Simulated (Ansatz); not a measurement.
System: SnO₂, space group P4_2/mnm (No. 136).

Input file:
```
crystal:
  lattice:
    - [4.8273977793, 0.0, 0.0]
    - [0.0, 4.8273977793, 0.0]
    - [0.0, 0.0, 3.2382126336]
  atoms:
    - { symbol: Sn, position: [0.0, 0.0, 0.0] }
    - { symbol: Sn, position: [0.5, 0.5, 0.5] }
    - { symbol: O, position: [0.3065711035, 0.3065711035, 0.0] }
    - { symbol: O, position: [0.1934288965, 0.8065711035, 0.5] }
    - { symbol: O, position: [0.6934288965, 0.6934288965, 0.0] }
    - { symbol: O, position: [0.8065711035, 0.1934288965, 0.5] }
basis:
  ecutwfc: 420
kpoints:
  mp_grid: { grid: [6, 6, 8] }
hamiltonian:
  xc: pbe
scf:
  occupations: { method: fixed }
output:
  forces: true
  stress: true
  eigenvalues: true
elastic:
  mode: relaxed_ion
  stencil: two_point
```

Run as:
```bash
ansatz run input.yaml --threads 2 --pin off --max-ram 6144MiB --backend cpu --events-out ev --progress --plain --runs-dir out
```

Computed with Ansatz 0.2.0: elastic stress-strain coefficients at zero temperature from small strains of the given cell, Voigt order xx yy zz yz xz xy, Cartesian axes of the cell vectors; plane waves with PAW datasets, Γ-centred k mesh. Level: PBE, no spin polarisation.

- wave cutoff: 420 eV
- k mesh: 6×6×8
- occupations: fixed
- ions: relaxed
- strain amplitude: 0.002

Predict the Young's modulus as a surface whose radius and colour give its value in each direction.

Over all directions E runs from 109 to 302 GPa, a ratio of 2.8, a strong anisotropy. E is 109 GPa along x, 109 GPa along y and 283 GPa along z, and 255 GPa along the body diagonal x + y + z. The Hill averages are K = 172 GPa and G = 84 GPa, Poisson's ratio 0.29; K/G = 2.04.

Stiffness matrix C (GPa), Voigt order:
```csv
,xx,yy,zz,yz,xz,xy
xx,209.2,140.3,127.7,0.0,0.0,0.0
yy,140.3,209.2,127.7,0.0,0.0,0.0
zz,128.1,128.1,376.3,0.0,0.0,0.0
yz,0.0,0.0,0.0,84.6,0.0,0.0
xz,0.0,0.0,0.0,0.0,84.6,0.0
xy,0.0,0.0,0.0,0.0,0.0,177.4
```

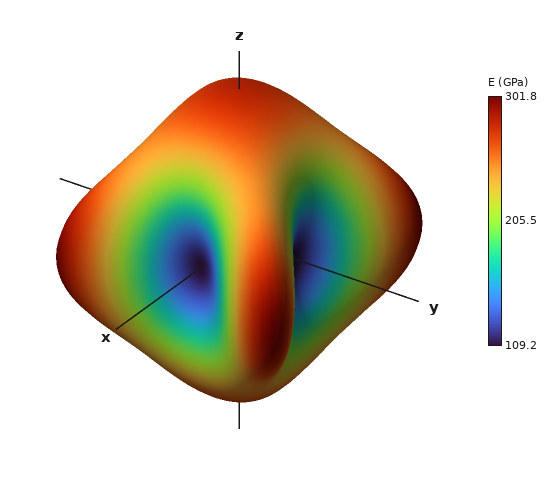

Limits of the calculation: a crossing between the sampled k points may be missed.
